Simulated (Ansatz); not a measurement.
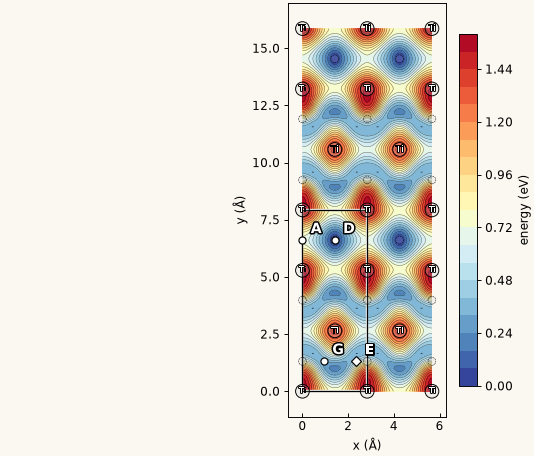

S on a Ti(110) slab cut from the P6/mmm phase, its upper half relaxed before the scan (9 atoms of substrate and one adsorbate in a 1 × 1 cell). S is moved over the surface cell; relaxed at each place: the height of the adsorbate's atoms; substrate rigid; the origin of the map has the adsorbate above Ti8. Places are given modulo a cell vector. The map is drawn in real space over the plane of the surface. Grid: 6 × 6 points; 16 points were computed and 20 follow by symmetry. All energies are given in eV relative to the lowest grid point. With one adsorbate in each 1 × 1 cell, its nearest image is 2.8 Å away, so neighbouring adsorbates interact. Method: Ansatz, DFT PBE, scalar-relativistic, plane waves, PAW. Settings: cutoff 420 eV, k-mesh 9×4×1, gaussian smearing 0.1 eV, no spin polarisation.

Drawn: filled contours, labelled circles for the atoms of the top layer and small ones for the second layer, the outline of one cell of the 2 × 2 shown, lettered points. Between grid points the surface is interpolated.

> Is D the lowest point of the computed grid?

Yes. D, at a fourfold hollow over a second-layer Ti atom, (3/6, 5/6) of the cell vectors, has the lowest energy of the grid.

> What kind of point is each of A, D: minimum, saddle, maximum or slope?

A: saddle point; D: minimum. (In these two coordinates alone; a stationary point may lie a little off the grid point.)

> Rank the lettered points by energy, lowest first.

D (0.00 eV), G (0.32 eV), E (0.49 eV), A (0.69 eV).

PAW datasets: the set soft_1.
